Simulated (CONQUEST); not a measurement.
Run report: Cu2O, single-point calculation

Cu2O (6 atoms in the cell), computed with Kohn-Sham DFT of a periodic cell, PBE, PseudoDojo NC PBE, no spin polarisation (CONQUEST 1.3).

The structure derives from an entry of the Crystallography Open Database.

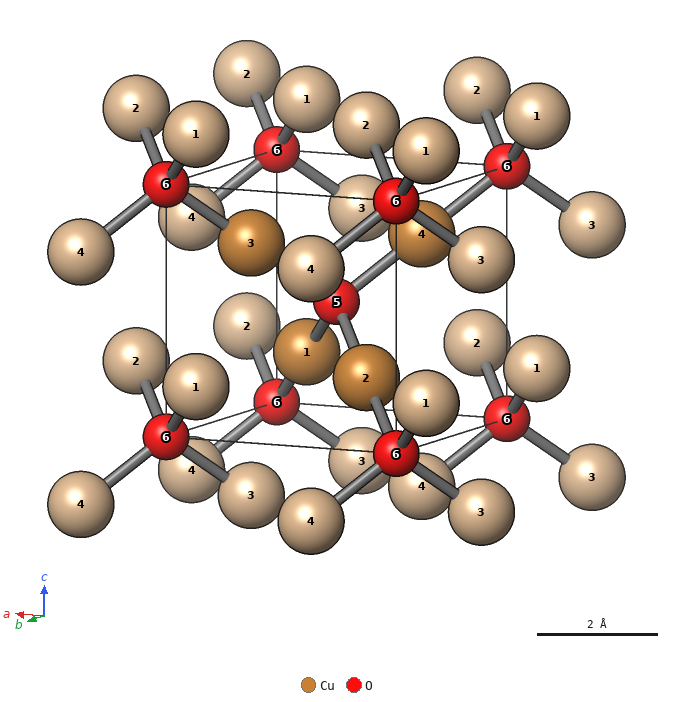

The structure (ball-and-stick view of the cell of the calculation, seen at an oblique angle; neighbours outside the cell are drawn fainter; atoms are numbered from 1 in the order of the input). Near neighbours in the crystal (not all of them lie inside the picture): Cu has 2 O at 1.84 Å; O has 4 Cu at 1.84 Å.

### Results in brief

```tsv
quantity	value
outcome	converged
space group (tolerance 0.01 Å)	Pn-3m (224)
electrons treated	88
free energy	−21533.0311 eV
Fermi energy	−4.236 eV
gap on the k-point mesh	0.51 eV
pressure	5.02 GPa
largest force (length of the vector)	under 0.001 eV/Å
hardware	1 thread of Intel Xeon @ 2.50GHz (Skylake/Cascade Lake), 16 GiB of memory available, shared host
wall time	88 s
peak memory	0.96 GiB
```

### Remarks

Points of doubt noted for this run: small atomic basis. The cell is under a pressure of 5.0 GPa at this level, so it is not at its equilibrium volume.

### Input
```
IO.Title Cu2O
IO.Coordinates coords.dat
IO.FractionalAtomicCoords T
IO.Iprint 2
IO.Iprint_init 1
General.NumberOfSpecies 2
General.PseudopotentialType hamann
AtomMove.TypeOfRun static
AtomMove.FullStress T
Grid.GridCutoff 150
DM.SolutionMethod diagon
Diag.MPMesh T
Diag.GammaCentred T
Diag.MPMeshX 5
Diag.MPMeshY 5
Diag.MPMeshZ 5
Diag.kT 0.00183747
minE.SCTolerance 1e-6
SC.MaxIters 100
IO.AtomChargeOutput T
%block ChemicalSpeciesLabel
1 63.550 Cu
2 16.000 O
%endblock
```

Launched with:
```bash
Conquest
```

### Log
```
Simulation cell dimensions:     8.0502 a0 x     8.0502 a0 x     8.0502 a0

      Atomic coordinates (a0)
         Atom         X         Y         Z  Species
            1    6.0377    2.0126    2.0126        1
            2    2.0126    6.0377    2.0126        1
            3    6.0377    6.0377    6.0377        1
            4    2.0126    2.0126    6.0377        1
            5    4.0251    4.0251    4.0251        2
            6    0.0000    0.0000    0.0000        2

         Monkhorst-Pack mesh:   5 x   5 x   5 gamma-centred
        This calculation includes non-local pseudopotentials,
         with a maximum core radius of      7.11619042

    Job title: Cu2O
    Job to be run: static calculation

    Ground state search:
      Support functions represented with PAO basis
      1:1 PAO to SF mapping
      Non-spin-polarised electrons
      Solving for the K matrix using diagonalisation
      Using Fermi-Dirac smearing

    Integration grid size:     48 x   48 x   48

    Integration grid spacing:  0.168 a0 x 0.168 a0 x 0.168 a0

    Number of species:  2
    --------------------------------------------------------
    |   #  mass (au)  Charge (e)  SF Rad (a0)  NSF  Label  |
    --------------------------------------------------------
    |   1     63.550      19.000        7.379   16  Cu     |
    |   2     16.000       6.000        5.199    8  O      |
    --------------------------------------------------------
          SCF tolerance:                 0.00000100
          SCF iterations:               100

    The functional used will be GGA PBE96

           radial cut-off to be used is taken to be max PAO cut-off radius for this species:    7.116190

           greatest ang. mom. for making density from PAOs:  2

           radial cut-off to be used is taken to be max PAO cut-off radius for this species:    4.914330

           greatest ang. mom. for making density from PAOs:  1
    Minimum blocs/proc is     1728. Maximum blocs/proc is     1728
    set_atom_dens: In set_atomic_density, electrons :      88.000000000000
 matrix_size & matrix_size_padH =           80          80

    Screened ion int: energy:    -682.817257487706 Ha

    new_SC_potl: Starting.  Tolerance:  0.10000E-05

    PulayMixSC: Starting Pulay mixing, A_up =  0.500 A_dn =  0.500
    PulayMixSC: Spin non-polarised calculation.
          Harris-Foulkes Energy            :      -791.524383022274378 Ha
          GroundState Energy (E-(1/2)TS)   :      -791.524390164320948 Ha
          Free Energy (E-TS)               :      -791.524397306367405 Ha
          DFT Total Energy                 :      -790.820019170417254 Ha
          Total number of electrons        :        88.000000000004917
    PulayMixSC: Pulay iteration     1 residual:              0.53855E-02
          Harris-Foulkes Energy            :      -791.434672161953358 Ha
          GroundState Energy (E-(1/2)TS)   :      -791.434675219520273 Ha
          Free Energy (E-TS)               :      -791.434678277087073 Ha
          DFT Total Energy                 :      -791.071248252528676 Ha
          Total number of electrons        :        88.000015432177193
    PulayMixSC: Pulay iteration     2 residual:              0.37977E-02
          Harris-Foulkes Energy            :      -791.326314549847666 Ha
          GroundState Energy (E-(1/2)TS)   :      -791.326316986504594 Ha
          Free Energy (E-TS)               :      -791.326319423161635 Ha
          DFT Total Energy                 :      -791.321557236492481 Ha
          Total number of electrons        :        88.000016045826840
    PulayMixSC: Pulay iteration     3 residual:              0.62955E-03
          Harris-Foulkes Energy            :      -791.324831517972939 Ha
          GroundState Energy (E-(1/2)TS)   :      -791.324834021764786 Ha
          Free Energy (E-TS)               :      -791.324836525556634 Ha
          DFT Total Energy                 :      -791.323349175119347 Ha
          Total number of electrons        :        88.000018762884096
    PulayMixSC: Pulay iteration     4 residual:              0.40843E-03
          Harris-Foulkes Energy            :      -791.324465080337859 Ha
          GroundState Energy (E-(1/2)TS)   :      -791.324467597330113 Ha
          Free Energy (E-TS)               :      -791.324470114322366 Ha
          DFT Total Energy                 :      -791.324001310729955 Ha
          Total number of electrons        :        88.000022237186897
    PulayMixSC: Pulay iteration     5 residual:              0.13949E-03
          Harris-Foulkes Energy            :      -791.324291612430670 Ha
          GroundState Energy (E-(1/2)TS)   :      -791.324294114891700 Ha
          Free Energy (E-TS)               :      -791.324296617352843 Ha
          DFT Total Energy                 :      -791.324290098774554 Ha
          Total number of electrons        :        88.000022065833264
    PulayMixSC: Pulay iteration     6 residual:              0.97656E-05
          Harris-Foulkes Energy            :      -791.324291201625101 Ha
          GroundState Energy (E-(1/2)TS)   :      -791.324293705668197 Ha
          Free Energy (E-TS)               :      -791.324296209711292 Ha
          DFT Total Energy                 :      -791.324290878829856 Ha
          Total number of electrons        :        88.000021987330641
    PulayMixSC: Pulay iteration     7 residual:              0.37800E-05
          Harris-Foulkes Energy            :      -791.324291056888910 Ha
          GroundState Energy (E-(1/2)TS)   :      -791.324293560461683 Ha
          Free Energy (E-TS)               :      -791.324296064034570 Ha
          DFT Total Energy                 :      -791.324291056976449 Ha
          Total number of electrons        :        88.000022183082564
    PulayMixSC: Pulay iteration     8 residual:              0.69404E-07
    PulayMixSC: Reached SCF tolerance of  0.69404E-07 after      8 iterations
      | Number of electrons      =        88.000022
      |* band energy as 2Tr[K.H] =      -117.628931652798087 Ha
      |  screened ion-ion energy =      -682.817257487706456 Ha
      |  Ha correction           =         4.974184129580920 Ha
      |  XC correction           =         4.147713891849997 Ha
      | GS Energy as E-(1/2)TS   =      -791.324293560461683 Ha
      | Free Energy as E-TS      =      -791.324296064034570 Ha
      |* Harris-Foulkes energy   =      -791.324291056888910 Ha
      |* DFT total energy        =      -791.324291056976449 Ha
      |  estimated accuracy      =         0.000000000087539 Ha

    force: Forces on atoms (Ha/a0)
    force:  Atom   X              Y              Z
    force:     1  -0.0000000000  -0.0000000000   0.0000000000
    force:     2  -0.0000000000  -0.0000000000  -0.0000000000
    force:     3  -0.0000000000  -0.0000000000  -0.0000000000
    force:     4  -0.0000000000  -0.0000000000  -0.0000000000
    force:     5   0.0000000000   0.0000000000   0.0000000000
    force:     6  -0.0000000000  -0.0000000000  -0.0000000000

    force: Maximum force :        0.00000000(Ha/a0) on atom         6 in z direction
    force: Force Residual:        0.00000000 Ha/a0
    force: Total stress:         -5.02023604     0.00000000     0.00000000 GPa
                             0.00000000    -5.02023604     0.00000000
                             0.00000000     0.00000000    -5.02023604
    force: Average pressure:      5.02023604 GPa

    force: Finished force
    get_E_and_F: Change in energy during last step of electronic optimisation:  0.14474E-06

    BIBLIOGRAPHY: Please consider citing the following references in the conquest.bib file

    CONQUEST:         Bowler2002pt, Miyazaki2004, Nakata2020
    Basis:            Bowler2019
    DM:               Bowler:2006xr
    Pseudopotentials: Hamann2013, Bowler2019
    XC functional:    Perdew1996
```

### File coords.dat
```
    8.0502332909     0.0000000000     0.0000000000
    0.0000000000     8.0502332909     0.0000000000
    0.0000000000     0.0000000000     8.0502332909
6
  0.7500000000   0.2500000000   0.2500000000 1 T T T
  0.2500000000   0.7500000000   0.2500000000 1 T T T
  0.7500000000   0.7500000000   0.7500000000 1 T T T
  0.2500000000   0.2500000000   0.7500000000 1 T T T
  0.5000000000   0.5000000000   0.5000000000 2 T T T
  0.0000000000   0.0000000000   0.0000000000 2 T T T
```

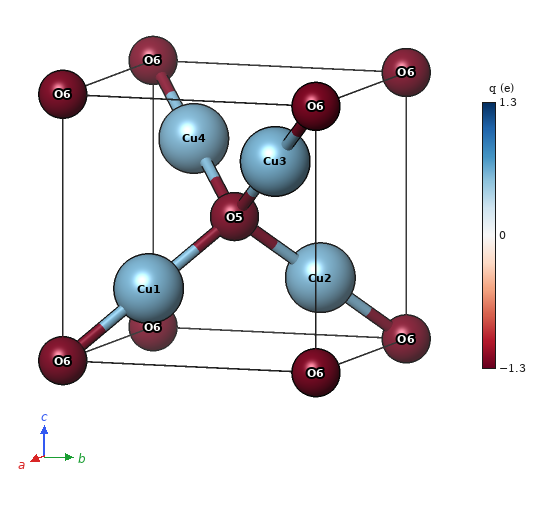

Mulliken charges, as the colour of each atom (ball-and-stick view of the cell of the calculation, seen slightly off an axis; atoms are numbered from 1 in the order of the input). By element: Cu +0.61 and O −1.21 e.
